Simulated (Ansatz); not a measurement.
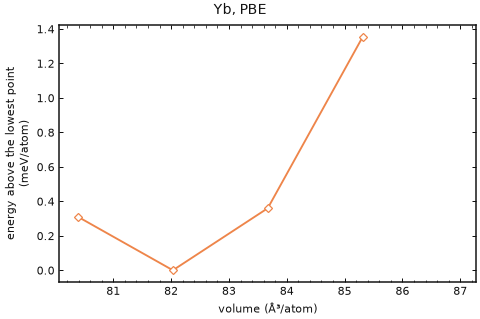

The plot gives the computed energy above the lowest point against volume for Yb, space group Fd-3m (No. 227) (one of a set of cubic test structures, which need not be the stable phase).

Calculation (Ansatz 0.2.0 development build): equation of state of a cubic crystal from periodic Kohn-Sham density functional theory without spin, third-order Birch-Murnaghan fit to the free energies; pressure corrected for the finite basis. Level: PBE.

structure type diamond; atoms in cell 2; space group number 227; lattice centring face-centred primitive; k mesh 11×11×11; occupation method Fermi–Dirac; occupation width 0.06123 eV; wave cutoff 700 eV; datasets hard PAW; density tolerance 1e−09 eV; bands 41; density cutoff ratio 4; search for lower states default.

The point at volume 86.95 Å³/atom is left out of the plot. What does the calculation give there?

```json
{"volume (Å³/atom)": "86.95", "energy above the lowest point (meV/atom)": "2.92"}
```

Caveats: cubic model structure, not the ambient form; semilocal functionals place the filled 4f shell too high and overbind.
